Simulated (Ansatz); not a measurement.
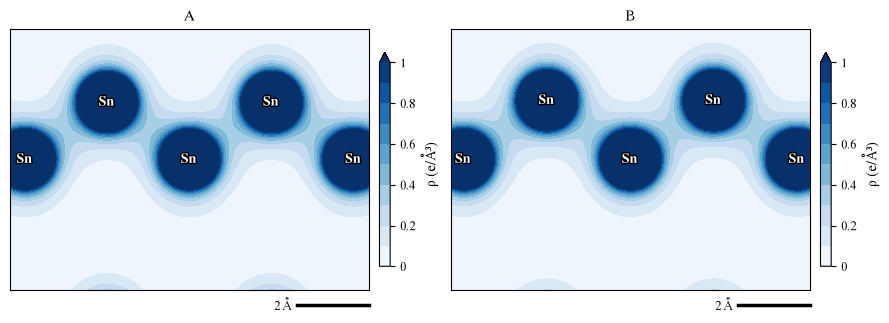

Sn. The valence electron density of two cells that differ in size and shape, on the (101̄) plane of each (indices in the axes of the calculation cell), at one length scale and on one colour scale; one has 33.7 and the other 35.8 Å³ an atom.

Level of theory: DFT PBEsol, scalar-relativistic, plane waves, PAW in Ansatz 0.2.0.

In a PAW calculation such maps are meaningful between the atoms, not at the nuclei.

Which is the denser cell? Describe the effect of the change.

Panel A is the smaller cell, by 6 % in volume. From the larger cell to the smaller, Sn–Sn goes from 2.85 to 2.80 Å, and the density at its midpoint from 0.34 to 0.37 e/Å³; the pressure goes from −0.9 to 1.7 GPa.
